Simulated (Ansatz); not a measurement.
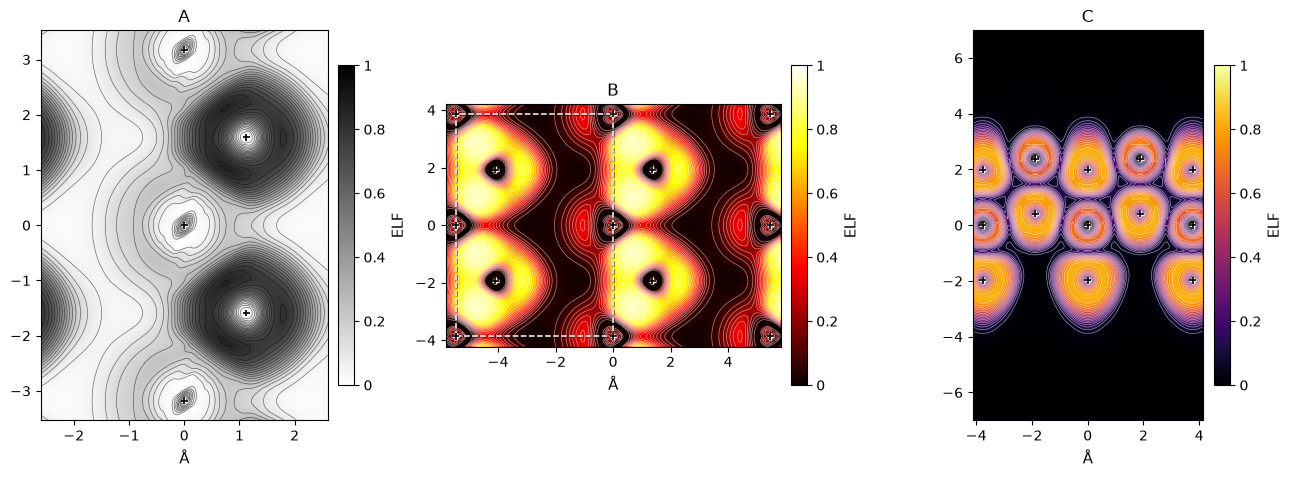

The ELF of 3 systems, each on a plane through atoms (crosses mark nuclei in the plane).

Theory: Ansatz 0.2.0, DFT PBEsol, scalar-relativistic, plane waves, PAW.

System 1: AlP, the (101) plane of the conventional cell. Space group F-43m.

```
CELL_PARAMETERS angstrom
5.47035 0.00000 0.00000
0.00000 0.00000 -5.47035
0.00000 5.47035 0.00000
ATOMIC_POSITIONS crystal
Al 0.50000 0.50000 0.00000
Al 0.00000 0.50000 0.50000
Al 0.00000 0.00000 0.00000
Al 0.50000 0.00000 0.50000
P 0.25000 0.75000 0.25000
P 0.75000 0.75000 0.75000
P 0.75000 0.25000 0.25000
P 0.25000 0.25000 0.75000
```

System 2: GaN, the (110) plane of the conventional cell. Space group F-43m; a generated structure, not necessarily the stable one.

```xyz
8
Lattice="4.4982 0.0000 0.0000 0.0000 0.0000 -4.4982 0.0000 4.4982 0.0000" Properties=species:S:1:pos:R:3 pbc="T T T"
Ga    2.2491    0.0000   -2.2491
Ga    0.0000    2.2491   -2.2491
Ga    0.0000    0.0000    0.0000
Ga    2.2491    2.2491    0.0000
N     1.1246    1.1246   -3.3737
N     3.3737    3.3737   -3.3737
N     3.3737    1.1246   -1.1246
N     1.1246    3.3737   -1.1246
```

System 3: TiO₂ (slab), the (100) plane of the calculation cell, a cut from vacuum to vacuum. Not relaxed (largest force 1.5 eV/Å); computed without spin polarisation.

```
CELL_PARAMETERS angstrom
3.76978 0.00000 0.00000
0.00000 3.76978 0.00000
0.00000 0.00000 20.58724
ATOMIC_POSITIONS crystal
O 0.50000 0.00000 0.36430
Ti 0.50000 0.50000 0.38401
O 0.00000 0.50000 0.40371
O 0.50000 0.50000 0.48029
Ti 0.00000 0.50000 0.50000
O 0.00000 0.00000 0.51971
O 0.00000 0.50000 0.59629
Ti 0.00000 0.00000 0.61599
O 0.50000 0.00000 0.63570
```

Question: Match each panel to its system.

Answer: Panel A is system 2, GaN: the plane holds Ga and N. Ga–N (1.95 Å): the ELF peaks at about 0.85 in the valence shell of N, 0.7 Å from its nucleus, and is about 0.50 at the midpoint. Panel B is system 1, AlP: the plane holds Al and P. Al–P (2.37 Å): the ELF peaks at about 0.95 between the atoms, as expected for localised, covalent bonding. Panel C is system 3, TiO₂: the plane holds O and Ti. Ti–O (1.93 Å): the ELF peaks at about 0.85 in the valence shell of O, 0.6 Å from its nucleus, and is about 0.25 at the midpoint; no shared electron pair shows on this line.
